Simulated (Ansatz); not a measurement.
**Sb: 5 runs along one coordinate**

System: Sb (I4/mcm, 4 atoms in the cell).
Method: Kohn-Sham DFT of a periodic cell, r2SCAN, Ansatz PAW, no spin polarisation (Ansatz 0.2.0).

The 5 runs differ only in the geometry, by an even scaling of the cell at fixed fractional positions. The structure derives from a Materials Project entry.

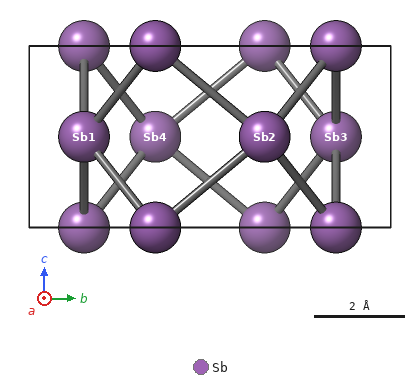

Figure 1. The structure of run 3 (ball-and-stick view of the cell 2 times as large as that of the calculation, set on its symmetry axes, along the a axis; atoms are numbered from 1 in the order of the input).

**Input of run 3**
```yaml
crystal:
  lattice:
    - [-4.0567002343, 4.0567002343, 2.038900914]
    - [4.0567002343, -4.0567002343, 2.038900914]
    - [4.0567002343, 4.0567002343, -2.038900914]
  atoms:
    - { symbol: Sb, position: [0.65126306, 0.15126306, 0.80252612] }
    - { symbol: Sb, position: [0.15126306, 0.34873694, 0.5] }
    - { symbol: Sb, position: [0.34873694, 0.84873694, 0.19747388] }
    - { symbol: Sb, position: [0.84873694, 0.65126306, 0.5] }
hamiltonian:
  xc: r2scan
  pseudopotentials: { kind: paw }
kpoints:
  mp_grid: { grid: [7, 7, 7] }
scf:
  occupations: { method: fermi_dirac, width: 0.05 }
output:
  forces: true
  stress: true
  eigenvalues: true
```

Command:
```bash
ansatz run input.yaml --threads 2 --pin off --max-ram 5632MiB --backend cpu --events-out ev --progress --plain --runs-dir out
```

Lattice vectors (Å) and fractional positions of run 3:
```
  -4.056700    4.056700    2.038901
   4.056700   -4.056700    2.038901
   4.056700    4.056700   -2.038901
Sb  0.651263  0.151263  0.802526
Sb  0.151263  0.348737  0.500000
Sb  0.348737  0.848737  0.197474
Sb  0.848737  0.651263  0.500000
```

Run 4 differs from it as follows:
```diff
-    - [-4.0567002343, 4.0567002343, 2.038900914]
-    - [4.0567002343, -4.0567002343, 2.038900914]
-    - [4.0567002343, 4.0567002343, -2.038900914]
+    - [-4.0830431818, 4.0830431818, 2.0521409013]
+    - [4.0830431818, -4.0830431818, 2.0521409013]
+    - [4.0830431818, 4.0830431818, -2.0521409013]
```

**Results, with one run withheld**

```csv
run,volume per atom (Å³),"free energy per atom, from the lowest run given (meV)",pressure (GPa)
1,31.580,15.70,3.07
2,32.896,0.68,0.68
3,33.554,0.00,−0.33
4,34.212,?,?
5,34.870,10.01,−2.04
```

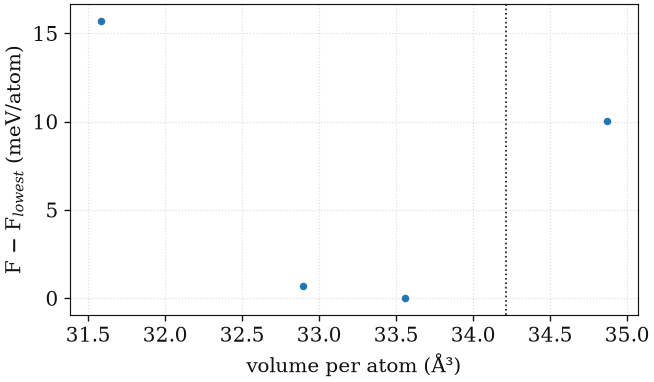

Figure 2. Free energy per atom of the runs given; the dotted line marks run 4.

What should run 4 give?

A quadratic polynomial in V^(−2/3) (the Birch–Murnaghan form), fitted to the 4 runs given, misses them by at most 0.02 meV per atom. With x = V^(−2/3) − 0.09683 Å⁻², it reads F = −0.13316 + 734.26 x + 1.264e+06 x² (meV per atom). At run 4 it gives 3.21 meV per atom, and the run itself gives 3.25. The slope of the fit gives a pressure −dF/dV of −1.24 GPa there, and the run prints −1.23 GPa. The fit has its minimum at 33.338 Å³ per atom, where V d²F/dV² gives 50.3 GPa. Cell shape and fractional positions are held, so this is the stiffness under even scaling; the relaxed bulk modulus wasn't computed.

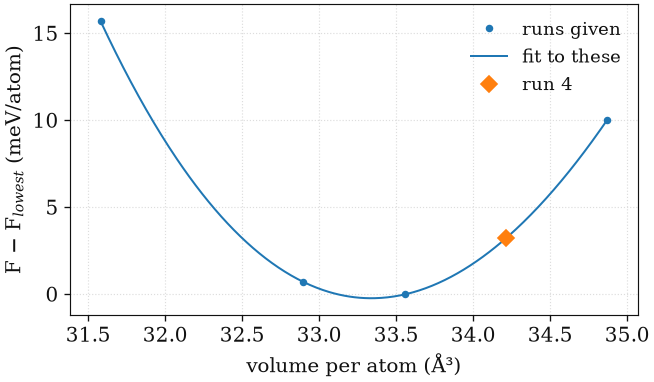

Figure 3. The fit and the withheld run.

**Output, shortened to warnings, some set-up lines, iterations and results (run 4)**
```
Basis set: ecut = 500 eV, 3459 PW (Γ), exchange–correlation on 180×180×180 points (64 copies of the dense FFT grid, shifted against one another)
Symmetry: 16 space group operations
k-points: 40 of 343
Initial density: superposition of atomic densities (neutral atoms: chi_scale 0, normalization atom), corrected by the library's trained network
[...]
SCF iter   1: F=—  HF=-25995.107095 eV  |F-HF|=—  |Δ(HF+E_count)|=         —  Δρ=4.71e-3  dr2=1.22e-2  dr2_τ=1.32e-3  ethr=1.77e-3  ⟨swp⟩=7.8  Hψ=6251  notcnv=0
SCF iter   2: F=—  HF=-25995.144592 eV  |F-HF|=—  |Δ(HF+E_count)|=   3.75e-2  Δρ=1.17e-3  dr2=1.46e-3  dr2_τ=2.50e-5  ethr=2.03e-5  ⟨swp⟩=2.0  Hψ=3186  notcnv=0  defer=14
SCF iter   3: F=—  HF=-25995.144912 eV  |F-HF|=—  |Δ(HF+E_count)|=   3.19e-4  Δρ=5.64e-4  dr2=3.82e-4  dr2_τ=7.59e-6  ethr=2.43e-6  ⟨swp⟩=2.0  Hψ=2631  notcnv=0  defer=14
SCF iter   4: F=—  HF=-25995.144891 eV  |F-HF|=—  |Δ(HF+E_count)|=   2.03e-5  Δρ=2.33e-4  dr2=4.19e-5  dr2_τ=1.07e-6  ethr=6.36e-7  ⟨swp⟩=2.0  Hψ=2629  notcnv=0  defer=14
SCF iter   5: F=—  HF=-25995.144913 eV  |F-HF|=—  |Δ(HF+E_count)|=   2.17e-5  Δρ=8.13e-5  dr2=1.31e-5  dr2_τ=4.14e-7  ethr=6.99e-8  ⟨swp⟩=2.0  Hψ=2632  notcnv=0  defer=14
SCF iter   6: F=—  HF=-25995.144911 eV  |F-HF|=—  |Δ(HF+E_count)|=   2.34e-6  Δρ=1.47e-5  dr2=3.27e-7  dr2_τ=4.74e-9  ethr=2.18e-8  ⟨swp⟩=2.9  Hψ=2717  notcnv=0  defer=14
SCF iter   7: F=-25995.144911 eV  HF=-25995.144911 eV  |F-HF|=3.42e-9  |Δ(HF+E_count)|=   7.56e-8  Δρ=1.78e-6  dr2=6.07e-9  dr2_τ=8.29e-11  ethr=1.67e-10  ⟨swp⟩=8.1  Hψ=6778  …
SCF 1 converged in 7 iterations: F = -25995.144911 eV  dr2 = 6.07e-9
SCF converged after 7 iterations
Free energy (F): -25995.144911 eV
Harris-Foulkes:  -25995.144911 eV  (|F-HF|=3.42e-9)
Internal energy: -25995.119496 eV  (E = F + TS)
E sigma→0 (E₀):  -25995.132203 eV
Entropy (-TS):   -0.025415 eV (-6.354 meV/atom)
Fermi energy:    8.069137 eV
--- Per-component energies (eV) ---
  E_band       = -818.767064
  E_kinetic    = 821.284321
  E_local      = -7368.199391  (includes V_loc(G=0)·N_el)
  E_nonlocal   = 1450.326399
  E_hartree    = 3340.866354
  E_xc         = -506.972530
  E_vxc        = -408.310719  (∫ρ·V_xc dr)
  E_paw        = -18405.812403  (= ΣΔE_a)
  E_vpaw       = -2023.589894  (= ΣTr[D̂ρ^β])
  E_aug_tail   = -0.000003  (compensation charges beyond the density's cutoff)
  E_vtau       = 27.988398  (kinetic-family band-sum trace: ∫τ·v_τ [+ j·A + Jᵃ·Aᵃ] dr)
  E_ewald      = -5328.636393
  E_core_change = 2.024148  (= ΣΔE_core)
  E_smearing   = -0.025415  (= −TS)
  E_closure    = -0.000000  (closes the sum)
  Σ components = -25995.144911   (vs F -25995.144911, Δ=0.00e0)
--- Forces (eV/Å), atoms counted from 1 ---
  atom   1  Sb     0.01066334     0.01066334    -0.00000000
  atom   2  Sb    -0.01066334     0.01066334     0.00000000
  atom   3  Sb    -0.01066334    -0.01066334     0.00000000
  atom   4  Sb     0.01066334    -0.01066334    -0.00000000
  max |Σ_I F_I| component: 3.47e-18 eV/Å
--- Stress (GPa, compression-positive) ---
       -1.087928      -0.000000       0.000000
       -0.000000      -1.087928      -0.000000
        0.000000      -0.000000      -1.528112
  P = ⅓ Tr σ = -1.2347 GPa (-12.347 kbar)
```
